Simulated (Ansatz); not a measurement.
# Ge: what the fields show

Input

```
crystal:
  lattice:
    - [4.0587905273, 2.3433438035, 3.7262734132]
    - [-4.0587905273, 2.3433438035, 3.7262734132]
    - [0.0, -4.686687607, 3.7262734132]
  atoms:
    - { symbol: Ge, position: [0.7427343355, 0.7989894291, 0.4377633684] }
    - { symbol: Ge, position: [0.4377633684, 0.7427343355, 0.7989894291] }
    - { symbol: Ge, position: [0.7989894291, 0.4377633684, 0.7427343355] }
    - { symbol: Ge, position: [0.5622366316, 0.2010105709, 0.2572656645] }
    - { symbol: Ge, position: [0.2010105709, 0.2572656645, 0.5622366316] }
    - { symbol: Ge, position: [0.2572656645, 0.5622366316, 0.2010105709] }
    - { symbol: Ge, position: [0.1553372111, 0.8446627889, 0.5] }
    - { symbol: Ge, position: [0.5, 0.1553372111, 0.8446627889] }
    - { symbol: Ge, position: [0.8446627889, 0.5, 0.1553372111] }
basis:
  ecutwfc: 420
kpoints:
  mp_grid: { grid: [6, 6, 6] }
  band_path:
    path:
      - [[0.0, 0.0, 0.0], [0.5, 0.5, 0.5], [0.56968118, 0.43031882, 0.5]]
      - [[0.5, -0.43031882, 0.43031882], [0.5, 0.0, 0.0], [0.0, 0.0, 0.0], [0.46515941, -0.46515941, 0.0]]
      - [[0.53484059, 0.0, 0.46515941], [0.5, 0.0, 0.5], [0.0, 0.0, 0.0]]
    npoints: 14
hamiltonian:
  xc: pbe
scf:
  occupations: { method: gaussian, width: 0.1 }
  n_extra_bands: 22
output:
  forces: true
  stress: true
  eigenvalues: true
  populations: true
  dos: { projected: true, de: 0.02, nscf_kmesh: { grid: [8, 8, 8] } }
  bader: true
  write_density: true
  write_potential: true
  elf: true
  volumetric_format: npy
```

Run with:

```sh
ansatz run input.yaml --threads 1 --pin off --max-ram 2560MiB --backend cpu --events-out ev --progress --plain --runs-dir out
```

Below, planes, directions and counts refer to the conventional cell (a = 8.12 Å, b = 8.12 Å, c = 11.18 Å, α = 90.00°, β = 90.00°, γ = 120.00°).

Space group R32; a structure generated by program, which may or may not match a known phase.

All numbers below come from DFT PBE, scalar-relativistic, plane waves, PAW (Ansatz 0.2.0).

Core electrons are frozen (PAW), and the valence fields are smoothed inside the atomic spheres.

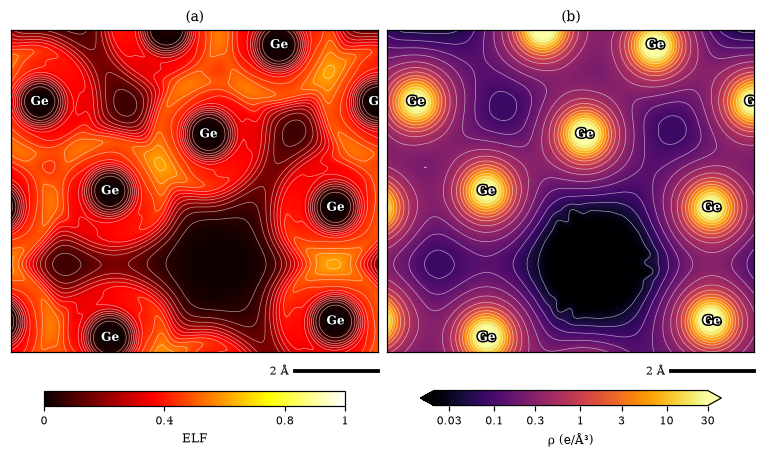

Figure 1. (a) ELF; (b) valence electron density on the (001) plane of the conventional cell.

Read the bonding off the picture.

Answer.
- The plane passes through Ge nuclei.
- Ge–Ge (2.73 Å): ρ at the midpoint is about 0.29 e/Å³; the ELF reaches about 0.55 near the midpoint.
- Between the atoms the lowest density in this plane is 0.004 e/Å³.

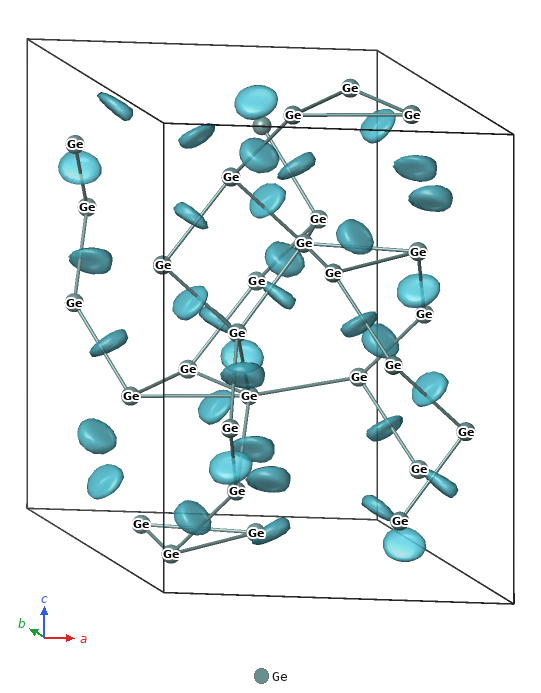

Figure 2. Isosurface of the electron localisation function at 0.65 (cyan), seen slightly off an axis. Only the valence region is drawn (cores and ρ < 0.01 e/Å³ removed). Sticks mark near contacts.

Identify the bonds, lone pairs and shells in this picture.

Answer. The surface consists of 18 regions between bonded Ge–Ge atoms and 18 pockets between the atoms, centred on no nucleus (multi-centre or interstitial), counted in one cell of 27 atoms. Any copies at cell faces, edges or corners count once.


Ge–Ge (2.57 Å): the ELF peaks at about 0.70 between the atoms.

Does the calculation give a band gap?

Answer. It is metallic or semimetallic at this level of theory: no gap opens.
